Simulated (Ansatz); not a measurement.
## Run report: TiO2, field-gradient calculation (part 1 of 2)

The run: field-gradient calculation of TiO2 (Pbcn, 12 atoms in the cell). Method and program: DFT, PBE, plane-wave PAW, default files, scalar-relativistic, no spin polarisation (Ansatz 0.2.0).

The structure derives from an entry of the Crystallography Open Database. Figures and captions count atoms from 1; the log counts them from 0 in places.

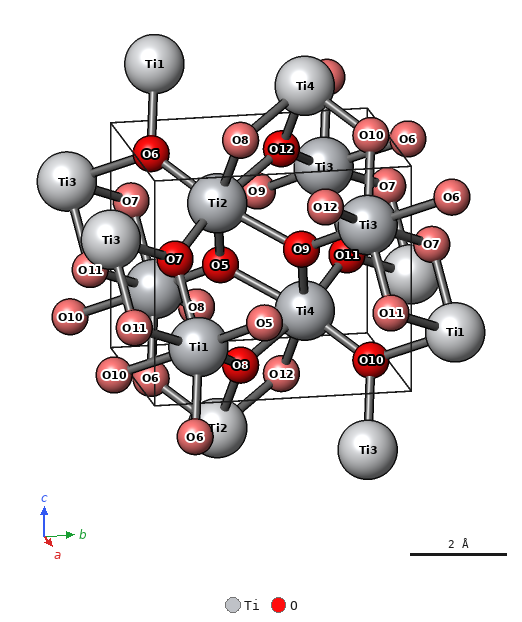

Figure 1. The input geometry (ball-and-stick view of the cell of the calculation, seen slightly off an axis; neighbours outside the cell are drawn fainter; atoms are numbered from 1 in the order of the input).

**Input**
```yaml
crystal:
  lattice:
    - [4.5318, 0.0, 0.0]
    - [0.0, 5.5019, 0.0]
    - [0.0, 0.0, 4.9063]
  atoms:
    - { symbol: Ti, position: [0.0, 0.1704, 0.25] }
    - { symbol: Ti, position: [0.5, 0.3296, 0.75] }
    - { symbol: Ti, position: [0.0, 0.8296, 0.75] }
    - { symbol: Ti, position: [0.5, 0.6704, 0.25] }
    - { symbol: O, position: [0.2716, 0.3814, 0.4142] }
    - { symbol: O, position: [0.2284, 0.1186, 0.9142] }
    - { symbol: O, position: [0.7716, 0.1186, 0.5858] }
    - { symbol: O, position: [0.7284, 0.3814, 0.0858] }
    - { symbol: O, position: [0.7284, 0.6186, 0.5858] }
    - { symbol: O, position: [0.7716, 0.8814, 0.0858] }
    - { symbol: O, position: [0.2284, 0.8814, 0.4142] }
    - { symbol: O, position: [0.2716, 0.6186, 0.9142] }
kpoints:
  mp_grid: { grid: [5, 4, 4] }
scf:
  occupations: { method: fermi_dirac, width: 0.02 }
hamiltonian:
  xc: pbe
  pseudopotentials: { kind: paw }
output:
  forces: true
  stress: true
  populations: true
  efg:
    quadrupole_moments_barn: { Ti: 0.247, O: -0.02558 }
    contact_densities: true
  write_density: true
  write_potential: true
  elf: true
  volumetric_format: npy
```

Hardware: 1 thread of an Arm (aarch64) CPU, shared host.

Run as:
```bash
ansatz run input.yaml --threads 1 --pin off --max-ram 2560MiB --backend cpu --events-out ev --progress --plain --runs-dir out
```

**Log**
```
Engine: ansatz 0.2.0, aarch64-unknown-linux-gnu
Pseudopotentials: kind: paw
Pseudopotential: Ti, paw, valence charge 12, recommended cutoff 420 eV (normal), Ti.paw.azcp
Pseudopotential: O, paw, valence charge 6, recommended cutoff 420 eV (normal), O.paw.azcp
Functional definition: PBE
  parameter kappa = 0.804
  parameter beta = 0.06672455060314922
  exchange = pbe_x(kappa = kappa, mu = beta*pi^2/3)
  correlation = pbe_c(beta = beta)
Crystal: 12 atoms, lattice volume = 122.331 Å³
Basis set: ecut = 420 eV, 2409 PW (Γ), exchange–correlation on 64×80×72 points (8 copies of the dense FFT grid, shifted against one another)
Bands: 60, of which v1, the nominal top of the filled ones, is band 48 counted from 1 (47 counted from 0)
Symmetry: 8 space group operations
Space group: Pbcn (ITA 60), of the structure as read, at distance tolerance 5.0e-5 Å
k-points: 27 of 80
Non-local potential: Ti, projectors of the file, l = 0: 3, l = 1: 2, l = 2: 3, l = 3: 1
Non-local potential: O, projectors of the file, l = 0: 2, l = 1: 2, l = 2: 1
PAW form: soft (Blöchl's): semilocal exchange-correlation on the pseudo side does not see the compensation charge
PAW one-centre angular grid: Ti, 590 points (default); XC on 64 Gauss nodes
PAW one-centre angular grid: O, 110 points (default); XC on 64 Gauss nodes
Initial density: superposition of atomic densities (neutral atoms: chi_scale 0, normalization atom), corrected by the library's trained network
Initial wavefunctions: pseudopotential atomic-orbital guess
Functional: x = pbe(κ = 0.804, μ = 0.2195149727645171), c = pbe(β = 0.06672455060314922)
SCF iter   1: F=—  HF=-14554.585062 eV  |F-HF|=—  |Δ(HF+E_count)|=         —  Δρ=3.74e-3  dr2=5.83e-3  ethr=1.77e-3  ⟨swp⟩=5.0  Hψ=6091  notcnv=0
preconditioner: auto → Resta (q_TF=auto, 2.620 Å⁻¹)  ε∞=8.9  [insulator: Δε(μ)=2.552 eV  Ē_g=9.542 eV  σ=0.020 eV  W_gap=1.00  n_scr=34 (ndim 8)  ℏωp=26.9 eV  f_vac=0.015  D(μ)=0.00/eV (n_scr^D=0)  ε∞_Penn≈8.9]
SCF iter   2: F=—  HF=-14554.586297 eV  |F-HF|=—  |Δ(HF+E_count)|=   1.23e-3  Δρ=2.01e-3  dr2=1.83e-3  ethr=6.08e-6  ⟨swp⟩=2.7  Hψ=2985  notcnv=0  defer=161
SCF iter   3: F=—  HF=-14554.586923 eV  |F-HF|=—  |Δ(HF+E_count)|=   6.27e-4  Δρ=1.06e-3  dr2=6.31e-4  ethr=1.91e-6  ⟨swp⟩=2.0  Hψ=2270  notcnv=0  defer=161
SCF iter   4: F=—  HF=-14554.587147 eV  |F-HF|=—  |Δ(HF+E_count)|=   2.24e-4  Δρ=1.45e-4  dr2=1.26e-5  ethr=6.57e-7  ⟨swp⟩=2.0  Hψ=2092  notcnv=0  defer=161
SCF iter   5: F=—  HF=-14554.586955 eV  |F-HF|=—  |Δ(HF+E_count)|=   1.92e-4  Δρ=3.75e-5  dr2=1.09e-6  ethr=1.31e-8  ⟨swp⟩=2.0  Hψ=2527  notcnv=0  defer=161
SCF iter   6: F=-14554.586956 eV  HF=-14554.586956 eV  |F-HF|=6.23e-8  |Δ(HF+E_count)|=   7.15e-7  Δρ=8.84e-6  dr2=8.73e-8  ethr=1.04e-10  ⟨swp⟩=10.0  Hψ=11215  notcnv=0
SCF 1 converged in 6 iterations: F = -14554.586956 eV  dr2 = 8.73e-8
  greatest PAW one-centre occupation: 0.999 electrons in one spin orbital (limit 2), on the Ti atom at site 3 (counted from 0), in its partial waves of l = 0
SCF converged after 6 iterations
Free energy (F): -14554.586956 eV
Harris-Foulkes:  -14554.586956 eV  (|F-HF|=6.23e-8)
Internal energy: -14554.586956 eV  (E = F + TS)
E sigma→0 (E₀):  -14554.586956 eV
Fermi energy:    10.382006 eV
--- Per-component energies (eV) ---
  E_band       = -746.052690
  E_kinetic    = 2496.181827
  E_local      = -5971.063753  (includes V_loc(G=0)·N_el)
  E_nonlocal   = 393.856753
  E_hartree    = 2268.123830
  E_xc         = -986.061169
  E_vxc        = -1248.916160  (∫ρ·V_xc dr)
  E_paw        = -5444.606782  (= ΣΔE_a)
  E_vpaw       = -952.372851  (= ΣTr[D̂ρ^β])
  E_aug_tail   = 0.020176  (compensation charges beyond the density's cutoff)
  E_ewald      = -7311.037836
  E_smearing   = -0.000000  (= −TS)
  E_closure    = -0.000000  (closes the sum)
  Σ components = -14554.586956   (vs F -14554.586956, Δ=0.00e0)
--- Forces (eV/Å), atoms counted from 1 ---
  atom   1  Ti    -0.00000000     0.13158946    -0.00000000
  atom   2  Ti     0.00000000    -0.13158946     0.00000000
  atom   3  Ti     0.00000000    -0.13158946     0.00000000
  atom   4  Ti    -0.00000000     0.13158946     0.00000000
  atom   5  O     -0.00183853    -0.05005390     0.19570519
  atom   6  O      0.00183853     0.05005390     0.19570519
  atom   7  O     -0.00183853     0.05005390    -0.19570519
  atom   8  O      0.00183853    -0.05005390    -0.19570519
  atom   9  O      0.00183853     0.05005390    -0.19570519
  atom  10  O     -0.00183853    -0.05005390    -0.19570519
  atom  11  O      0.00183853    -0.05005390     0.19570519
  atom  12  O     -0.00183853     0.05005390     0.19570519
  max |Σ_I F_I| component: 2.78e-17 eV/Å
--- Stress (GPa, compression-positive) ---
        5.660072       0.000000       0.000000
        0.000000       6.415891       0.000000
        0.000000       0.000000       5.036977
  P = ⅓ Tr σ = 5.7043 GPa (57.043 kbar)
--- PAW observables at the nuclei: V_zz in 10²¹ V/m², potentials from the cell's mean, atoms counted from 1 ---
  atom   1  Ti V_zz =    -2.138900   η = 0.7083   by run symmetry: allowed   C_q = -12.7744 MHz
            electrostatic potential = -2527.524137 V   contact ρ = 56792.258972 e/Å³
  atom   2  Ti V_zz =    -2.138900   η = 0.7083   by run symmetry: allowed   C_q = -12.7744 MHz
            electrostatic potential = -2527.524137 V   contact ρ = 56792.258972 e/Å³
  atom   3  Ti V_zz =    -2.138900   η = 0.7083   by run symmetry: allowed   C_q = -12.7744 MHz
            electrostatic potential = -2527.524137 V   contact ρ = 56792.258972 e/Å³
  atom   4  Ti V_zz =    -2.138900   η = 0.7083   by run symmetry: allowed   C_q = -12.7744 MHz
            electrostatic potential = -2527.524137 V   contact ρ = 56792.258972 e/Å³
  atom   5  O  V_zz =    -2.769559   η = 0.5196   by run symmetry: allowed   C_q = +1.7130 MHz
            electrostatic potential = -625.135170 V   contact ρ = 2157.520424 e/Å³
  atom   6  O  V_zz =    -2.769559   η = 0.5196   by run symmetry: allowed   C_q = +1.7130 MHz
            electrostatic potential = -625.135170 V   contact ρ = 2157.520424 e/Å³
  atom   7  O  V_zz =    -2.769559   η = 0.5196   by run symmetry: allowed   C_q = +1.7130 MHz
            electrostatic potential = -625.135170 V   contact ρ = 2157.520424 e/Å³
  atom   8  O  V_zz =    -2.769559   η = 0.5196   by run symmetry: allowed   C_q = +1.7130 MHz
            electrostatic potential = -625.135170 V   contact ρ = 2157.520424 e/Å³
  atom   9  O  V_zz =    -2.769559   η = 0.5196   by run symmetry: allowed   C_q = +1.7130 MHz
            electrostatic potential = -625.135170 V   contact ρ = 2157.520424 e/Å³
  atom  10  O  V_zz =    -2.769559   η = 0.5196   by run symmetry: allowed   C_q = +1.7130 MHz
            electrostatic potential = -625.135170 V   contact ρ = 2157.520424 e/Å³
  atom  11  O  V_zz =    -2.769559   η = 0.5196   by run symmetry: allowed   C_q = +1.7130 MHz
            electrostatic potential = -625.135170 V   contact ρ = 2157.520424 e/Å³
  atom  12  O  V_zz =    -2.769559   η = 0.5196   by run symmetry: allowed   C_q = +1.7130 MHz
            electrostatic potential = -625.135170 V   contact ρ = 2157.520424 e/Å³
--- Band table (eV; the first three rows and the last of 27) ---
  k-point 0: bands = ["-47.2844", "-47.2620", "-47.2517", "-47.2467", "-23.7468", "-23.6651", "-23.6265", "-23.5830", "-23.5659", "-23.5410", "-23.5332", "-23.4952", "-23.4556", "-23.4491", "-23.4282", "-23.4280", "-8.7740", "-7.5797", "-7.3679", "-7.2011", "-7.1812", "-7.1527", "-6.9242", "-6.8278", "4.0406", "4.1948", "4.6060", "4.6765", "5.0953", "5.1031", "5.3383", "5.6983", "5.7874", "5.9632", "6.5278", "6.5635", "6.7883", "6.8673", "6.9226", "7.1897", "7.5216", "7.6068", "8.1703", "8.5444", "8.5529", "8.6966", "9.0821", "9.1007", "11.7607", "11.7779", "11.8943", "11.9354", "11.9381", "12.3780", "12.6575", "12.6660", "12.9701", "13.2220", "13.4818", "13.8056"]
  k-point 1: bands = ["-47.2789", "-47.2604", "-47.2532", "-47.2523", "-23.7080", "-23.6936", "-23.6592", "-23.6039", "-23.5381", "-23.5068", "-23.5036", "-23.4795", "-23.4744", "-23.4621", "-23.4576", "-23.4350", "-8.5603", "-7.6228", "-7.4461", "-7.3717", "-7.0686", "-7.0412", "-7.0181", "-6.9019", "4.2496", "4.3964", "4.6286", "4.6489", "4.7248", "5.1049", "5.4161", "5.5151", "5.9215", "6.0237", "6.3538", "6.6610", "6.8130", "7.0187", "7.1771", "7.2017", "7.4617", "7.8223", "7.9793", "8.0704", "8.3078", "8.7788", "8.8898", "8.9842", "11.8199", "11.8654", "11.9448", "11.9652", "12.2248", "12.3946", "12.5827", "12.8303", "13.0774", "13.3476", "13.3650", "13.8288"]
  k-point 2: bands = ["-47.2656", "-47.2656", "-47.2568", "-47.2568", "-23.7050", "-23.7050", "-23.6177", "-23.6177", "-23.5326", "-23.5326", "-23.4846", "-23.4846", "-23.4744", "-23.4744", "-23.4489", "-23.4489", "-8.0394", "-8.0394", "-7.4711", "-7.4711", "-7.0607", "-7.0607", "-6.9543", "-6.9543", "4.1802", "4.1802", "4.7955", "4.7955", "5.1177", "5.1177", "5.5955", "5.5955", "5.9266", "5.9266", "6.4746", "6.4746", "6.6624", "6.6624", "7.0439", "7.0439", "7.6412", "7.6412", "8.0266", "8.0266", "8.6333", "8.6333", "8.8089", "8.8089", "11.6698", "11.6698", "12.1280", "12.1280", "12.6225", "12.6225", "12.8281", "12.8281", "13.0268", "13.0268", "13.6226", "13.6226"]
  k-point 26: bands = ["-47.2611", "-47.2611", "-47.2611", "-47.2611", "-23.6919", "-23.6919", "-23.6901", "-23.6901", "-23.4865", "-23.4865", "-23.4839", "-23.4839", "-23.4591", "-23.4591", "-23.4546", "-23.4546", "-7.7095", "-7.7095", "-7.6687", "-7.6687", "-7.1139", "-7.1139", "-7.0638", "-7.0638", "4.5096", "4.5096", "4.6473", "4.6473", "5.1558", "5.1558", "5.2257", "5.2257", "6.2455", "6.2455", "6.3607", "6.3607", "7.2252", "7.2252", "7.2443", "7.2443", "7.7242", "7.7242", "7.8545", "7.8545", "8.1084", "8.1084", "8.5052", "8.5052", "11.9290", "11.9290", "12.2127", "12.2127", "12.5702", "12.5702", "12.6136", "12.6136", "12.9798", "12.9798", "13.1371", "13.1371"]
--- Löwdin populations: 12 sites ---
  site symbol       q [e]
     0     Ti     10.6419
     1     Ti     10.6419
     2     Ti     10.6419
     3     Ti     10.6419
     4      O      6.6400
     5      O      6.6400
     6      O      6.6400
     7      O      6.6400
     8      O      6.6400
     9      O      6.6400
    10      O      6.6400
    11      O      6.6400
  spilling = 0.003251 (of n_electrons = 96.000000)
```
